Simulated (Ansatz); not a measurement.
**Geometry relaxation of GaO (part 2 of 2)**

The same run, continued: GaO (P-6m2, 8 atoms in the cell); DFT PBEsol, scalar-relativistic, plane waves, PAW, no spin polarisation (Ansatz 0.2.0); cutoff 420 eV, 12×12×2 k-mesh, Gaussian smearing of 0.02 eV. 

Geometry of the input (Å; fractional positions):
```
3.0608  0.0000  0.0000
-1.5304  2.6507  0.0000
0.0000  0.0000  13.3692
Ga 0.3333  0.6667  0.4075
Ga 0.3333  0.6667  0.5925
Ga 0.0000  0.0000  0.0925
Ga 0.0000  0.0000  0.9075
O  0.6667  0.3333  0.1469
O  0.6667  0.3333  0.8531
O  0.0000  0.0000  0.3530
O  0.0000  0.0000  0.6470
```

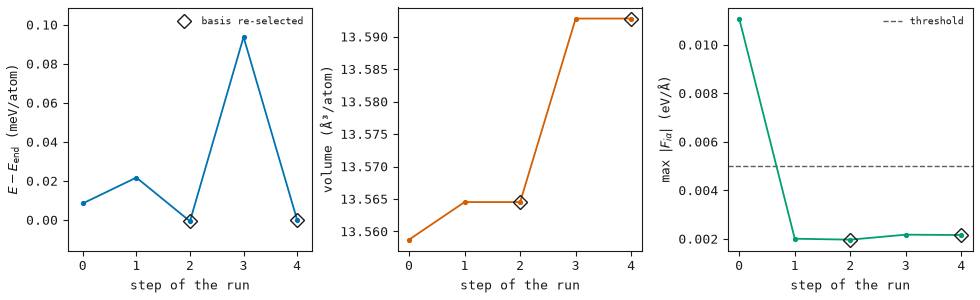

*Progress of the relaxation, step by step (the first geometry is step 0 here and step 1 in the log).*

Over 2 geometry steps the energy rises by 0.1 meV per atom. The largest force component goes from 0.011 to 0.0022 eV/Å. The pressure goes from 0.02 to 0.00 GPa. 1 further SCF at an unchanged geometry re-selected the plane-wave basis for the new cell. The largest moves relative to the cell, 0.005 Å, are those of O5, O6, O7 and O8. Largest moves by element: O 0.005 Å, Ga 0.004 Å. The volume changes by +0.3 %, with a = b 3.061 → 3.060 Å (0.0 %), c 13.369 → 13.413 Å (+0.3 %). The space group stays P-6m2 (No. 187). The energy change given includes the shifts at the re-selections in mid-walk, which come without any move. A last SCF at the same geometry on a re-selected plane-wave basis shifts the energy by −0.1 meV per atom. (Atoms are counted from 1 in the order of the input.)

```
basis re-selected at this cell: Δ(F+E_penalty+E_count) = -7.503e-4 eV, ΔP = +0.012 GPa vs the last step (what re-selecting the basis moved, of the pressure what is left beyond the Pulay correction that the steps carried, after the strain that the cell walked since its last selection, with what the two solves' SCF thresholds leave and, on support functions, any second-order correction that the steps lacked; it is no measure of the basis error at this ecutwfc). This SCF's stress stands 2.91e-2 GPa from its target on what of the cell is left free (relax.cell.stress_tol is 5.00e-2 GPa) and its largest allowed force component is 2.16e-3 eV/Å (relax.f_tol is 5.00e-3 eV/Å): within both
SCF converged after 6 iterations
Free energy (F): -17217.867822 eV
Harris-Foulkes:  -17217.867822 eV  (|F-HF|=5.82e-11)
Internal energy: -17217.867822 eV  (E = F + TS)
E sigma→0 (E₀):  -17217.867822 eV
Fermi energy:    7.414884 eV
--- Per-component energies (eV) ---
  E_band       = -268.779695
  E_kinetic    = 1160.811197
  E_local      = -9705.899150  (includes V_loc(G=0)·N_el)
  E_nonlocal   = 1911.295609
  E_hartree    = 4389.531575
  E_xc         = -561.967495
  E_vxc        = -602.309902  (∫ρ·V_xc dr)
  E_paw        = -8421.500863  (= ΣΔE_a)
  E_vpaw       = -1811.750290  (= ΣTr[D̂ρ^β])
  E_aug_tail   = 0.009453  (compensation charges beyond the density's cutoff)
  E_ewald      = -5993.741211
  E_core_change = 3.593063  (= ΣΔE_core)
  E_smearing   = -0.000000  (= −TS)
  E_closure    = 0.000000  (closes the sum)
  Σ components = -17217.867822   (vs F -17217.867822, Δ=0.00e0)
--- Forces (eV/Å), atoms counted from 1 ---
  atom   1  Ga    -0.00000000     0.00000000    -0.00215876
  atom   2  Ga    -0.00000000     0.00000000     0.00215876
  atom   3  Ga    -0.00000000     0.00000000     0.00189233
  atom   4  Ga    -0.00000000     0.00000000    -0.00189233
  atom   5  O     -0.00000000     0.00000000    -0.00042287
  atom   6  O      0.00000000     0.00000000     0.00042287
  atom   7  O      0.00000000     0.00000000     0.00093536
  atom   8  O     -0.00000000     0.00000000    -0.00093536
  max |Σ_I F_I| component: 3.79e-16 eV/Å
--- Stress (GPa, compression-positive) ---
       -0.010433       0.000000       0.000000
       -0.000000      -0.010433       0.000000
        0.000000       0.000000       0.029120
  P = ⅓ Tr σ = 0.0028 GPa (0.028 kbar)
--- Band table (eV; the first three rows and the last of 38) ---
  k-point 0: bands = ["-12.1699", "-12.0947", "-12.0286", "-11.9510", "-7.0251", "-7.0251", "-6.9840", "-6.9840", "-6.9425", "-6.9425", "-6.9015", "-6.9015", "-6.8940", "-6.8031", "-6.7258", "-6.7258", "-6.6415", "-6.6415", "-6.5821", "-6.5821", "-6.4977", "-6.4977", "-6.4975", "-6.4018", "-0.1904", "0.0490", "2.8942", "3.6226", "4.6327", "4.6327", "4.6721", "4.6721", "4.7205", "4.7205", "4.7607", "4.7607", "5.5273", "6.6823", "8.0483", "9.0144", "11.2547", "11.6802", "15.5906", "16.5386", "17.3195", "17.3195"]
  k-point 1: bands = ["-12.1579", "-12.1218", "-12.0004", "-11.9641", "-7.0251", "-7.0251", "-6.9840", "-6.9840", "-6.9426", "-6.9426", "-6.9016", "-6.9016", "-6.8923", "-6.8064", "-6.7258", "-6.7258", "-6.6415", "-6.6415", "-6.5821", "-6.5821", "-6.4977", "-6.4977", "-6.4919", "-6.4060", "-0.1207", "-0.0332", "3.1788", "3.2653", "4.6342", "4.6342", "4.6671", "4.6671", "4.7253", "4.7253", "4.7583", "4.7583", "6.0321", "6.1146", "8.5489", "8.6255", "11.4428", "11.5223", "15.9175", "15.9856", "17.3261", "17.3261"]
  k-point 2: bands = ["-12.1255", "-12.0538", "-11.9868", "-11.9129", "-7.0223", "-7.0095", "-6.9699", "-6.9677", "-6.9395", "-6.9269", "-6.8874", "-6.8853", "-6.8761", "-6.7859", "-6.7330", "-6.7264", "-6.6487", "-6.6421", "-6.5975", "-6.5837", "-6.5135", "-6.4993", "-6.4687", "-6.3757", "-0.0860", "0.1379", "2.9398", "3.5056", "4.1948", "4.2707", "4.3441", "4.4790", "4.5471", "4.5936", "4.6399", "4.6866", "5.7978", "6.7258", "8.5090", "9.3457", "11.5238", "12.0041", "15.5844", "16.3423", "16.4292", "16.5979"]
  k-point 37: bands = ["-11.4406", "-11.4186", "-11.3638", "-11.3417", "-6.9484", "-6.8707", "-6.8644", "-6.8167", "-6.7852", "-6.7825", "-6.7359", "-6.7327", "-6.6988", "-6.6959", "-6.6526", "-6.6497", "-6.6125", "-6.5658", "-6.4752", "-6.3900", "-6.0242", "-5.9396", "-5.9286", "-5.8438", "0.1405", "0.2138", "0.6969", "0.7721", "1.4576", "1.5421", "1.8533", "1.9338", "4.0191", "4.1094", "4.4613", "4.5632", "6.6586", "6.7618", "10.3553", "10.4340", "12.3389", "12.4401", "13.5771", "13.6666", "14.6152", "14.6938"]
--- Relaxed structure (3 steps of the walk, 3 accepted, 2 SCFs on fresh bases) ---
  F+E_penalty+E_count = -17217.86782193 eV   max|allowed force component| = 2.159e-3 eV/Å   (the final SCF, on the basis selected at the relaxed cell)
  cell:  # Å, volume = 108.7424 Å³
    - [3.0596790153421023, 4.1202129726819865e-35, 0.0]
    - [-1.5298395076710511, 2.6497597547124174, 0.0]
    - [0.0, 0.0, 13.412706981799712]
  atoms:
    - { symbol: Ga, position: [0.3333333333333333, 0.6666666666666667, 0.40779420800609917] }
    - { symbol: Ga, position: [0.3333333333333333, 0.6666666666666667, 0.5922057919939007] }
    - { symbol: Ga, position: [-2.266130160102253e-33, -2.518750698232775e-33, 0.0922065682755848] }
    - { symbol: Ga, position: [-2.266130160102253e-33, -2.518750698232775e-33, 0.9077934317244151] }
    - { symbol: O, position: [0.6666666666666667, 0.3333333333333333, 0.14659279847024673] }
    - { symbol: O, position: [0.6666666666666667, 0.3333333333333333, 0.853407201529753] }
    - { symbol: O, position: [4.293550410064324e-33, 5.231251450175763e-33, 0.3533037207798959] }
    - { symbol: O, position: [5.887048442030848e-35, 2.131250590812348e-33, 0.6466962792201039] }
```

**Trajectory as extended XYZ (Å, eV, eV/Å), 5 frames, from step=1 to step=5**
```
8
Lattice="3.0608 0.0000 0.0000 -1.5304 2.6507 0.0000 0.0000 0.0000 13.3692" Properties=species:S:1:pos:R:3:forces:R:3 step=1 energy=-17217.86775 pressure_GPa=0.02
Ga    0.0000    1.7672    5.4479    0.0000   0.0000   0.0100
Ga    0.0000    1.7672    7.9213    0.0000   0.0000  -0.0100
Ga    0.0000    0.0000    1.2368    0.0000   0.0000  -0.0111
Ga    0.0000    0.0000   12.1324    0.0000   0.0000   0.0111
O     1.5304    0.8836    1.9645    0.0000   0.0000   0.0105
O     1.5304    0.8836   11.4047    0.0000   0.0000  -0.0105
O     0.0000    0.0000    4.7188    0.0000   0.0000  -0.0102
O     0.0000    0.0000    8.6504    0.0000   0.0000   0.0102
8
Lattice="3.0600 0.0000 0.0000 -1.5300 2.6500 0.0000 0.0000 0.0000 13.3823" Properties=species:S:1:pos:R:3:forces:R:3 step=2 energy=-17217.86765 pressure_GPa=0.01
Ga    0.0000    1.7667    5.4544    0.0000   0.0000   0.0015
Ga    0.0000    1.7667    7.9279    0.0000   0.0000  -0.0015
Ga    0.0000    0.0000    1.2368    0.0000   0.0000  -0.0020
Ga    0.0000    0.0000   12.1455    0.0000   0.0000   0.0020
O     1.5300    0.8833    1.9657    0.0000   0.0000   0.0013
O     1.5300    0.8833   11.4165    0.0000   0.0000  -0.0013
O     0.0000    0.0000    4.7240    0.0000   0.0000  -0.0009
O     0.0000    0.0000    8.6583    0.0000   0.0000   0.0009
8
Lattice="3.0600 0.0000 0.0000 -1.5300 2.6500 0.0000 0.0000 0.0000 13.3823" Properties=species:S:1:pos:R:3:forces:R:3 step=3 energy=-17217.86783 pressure_GPa=0.02
Ga    0.0000    1.7667    5.4544    0.0000   0.0000   0.0014
Ga    0.0000    1.7667    7.9279    0.0000   0.0000  -0.0014
Ga    0.0000    0.0000    1.2368    0.0000   0.0000  -0.0020
Ga    0.0000    0.0000   12.1455    0.0000   0.0000   0.0020
O     1.5300    0.8833    1.9657    0.0000   0.0000   0.0012
O     1.5300    0.8833   11.4165    0.0000   0.0000  -0.0012
O     0.0000    0.0000    4.7240    0.0000   0.0000  -0.0008
O     0.0000    0.0000    8.6583    0.0000   0.0000   0.0008
8
Lattice="3.0597 0.0000 0.0000 -1.5298 2.6498 0.0000 0.0000 0.0000 13.4127" Properties=species:S:1:pos:R:3:forces:R:3 step=4 energy=-17217.86707 pressure_GPa=-0.01
Ga    0.0000    1.7665    5.4696    0.0000   0.0000  -0.0022
Ga    0.0000    1.7665    7.9431    0.0000   0.0000   0.0022
Ga    0.0000    0.0000    1.2367    0.0000   0.0000   0.0019
Ga    0.0000    0.0000   12.1760    0.0000   0.0000  -0.0019
O     1.5298    0.8833    1.9662    0.0000   0.0000  -0.0004
O     1.5298    0.8833   11.4465    0.0000   0.0000   0.0004
O     0.0000    0.0000    4.7388    0.0000   0.0000   0.0009
O     0.0000    0.0000    8.6739    0.0000   0.0000  -0.0009
8
Lattice="3.0597 0.0000 0.0000 -1.5298 2.6498 0.0000 0.0000 0.0000 13.4127" Properties=species:S:1:pos:R:3:forces:R:3 step=5 energy=-17217.86782 pressure_GPa=0.00
Ga    0.0000    1.7665    5.4696    0.0000   0.0000  -0.0022
Ga    0.0000    1.7665    7.9431    0.0000   0.0000   0.0022
Ga    0.0000    0.0000    1.2367    0.0000   0.0000   0.0019
Ga    0.0000    0.0000   12.1760    0.0000   0.0000  -0.0019
O     1.5298    0.8833    1.9662    0.0000   0.0000  -0.0004
O     1.5298    0.8833   11.4465    0.0000   0.0000   0.0004
O     0.0000    0.0000    4.7388    0.0000   0.0000   0.0009
O     0.0000    0.0000    8.6739    0.0000   0.0000  -0.0009
```

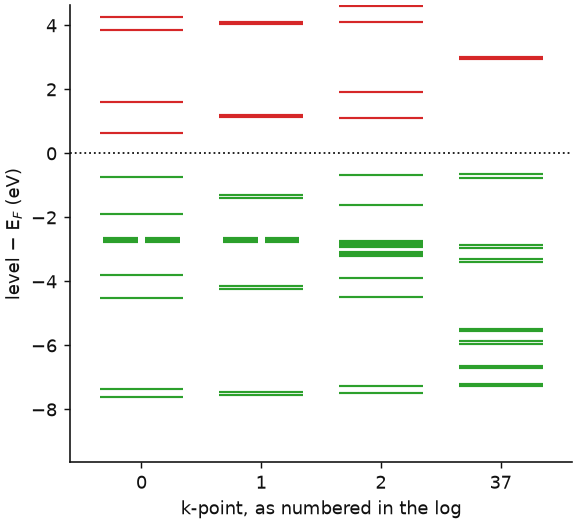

*Kohn–Sham levels near the Fermi level (dotted) at the few k-points that the log prints; levels within 0.02 eV of each other stand side by side.*

Among these points the highest filled and lowest empty levels are 1.29 eV apart; the gap on the full mesh, 1.27 eV, has an edge at a point that isn't printed.
